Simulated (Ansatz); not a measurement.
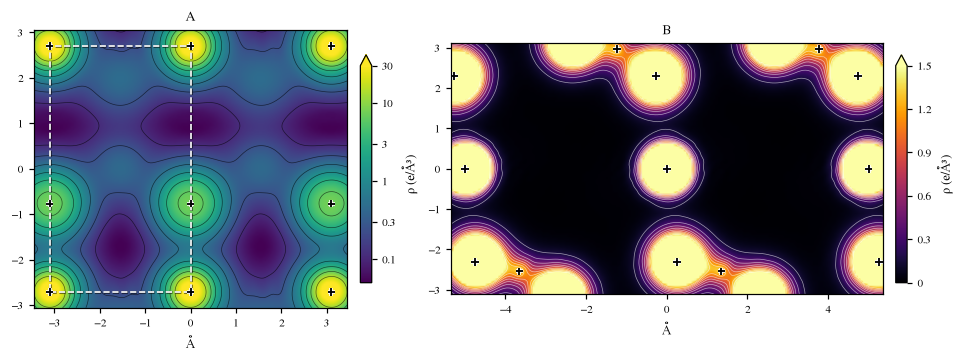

The valence electron density of 2 systems, each on a plane through atoms (crosses mark nuclei in the plane).

The calculation used DFT PBEsol, scalar-relativistic, plane waves, PAW in Ansatz 0.2.0.

System 1: NaHF2, the (11̄0) plane of the conventional cell. Space group P1; changed on purpose from its base cell (one atom moved); not relaxed (largest force 1.2 eV/Å).

```xyz
4
Lattice="3.4740 0.0000 0.0000 1.7370 -3.0086 0.0000 1.7370 -1.0029 -4.5833" Properties=species:S:1:pos:R:3 pbc="T T T"
Na    0.0000    0.0000    0.0000
H     3.6481   -2.1446   -2.2595
F     3.4740   -2.0057   -3.4247
F     3.4740   -2.0057   -1.1587
```

System 2: ZnO, the (100) plane of the conventional cell. Space group P6₃mc; a structure from a database of computed crystals, not necessarily the ambient phase; changed on purpose from its base cell (biaxial strain in the a-b plane, c and atoms relaxed: -4.0 %); computed pressure about 6 GPa in this cell.

**Which map belongs to which system?**

Panel A is system 2, ZnO: the plane holds Zn and O. Zn–O (1.94 Å): ρ is about 0.67 e/Å³ halfway. Panel B is system 1, NaHF2: the plane holds Na, H and F. F–H (1.12 Å): the density is about 2.9 e/Å³ at the midpoint.
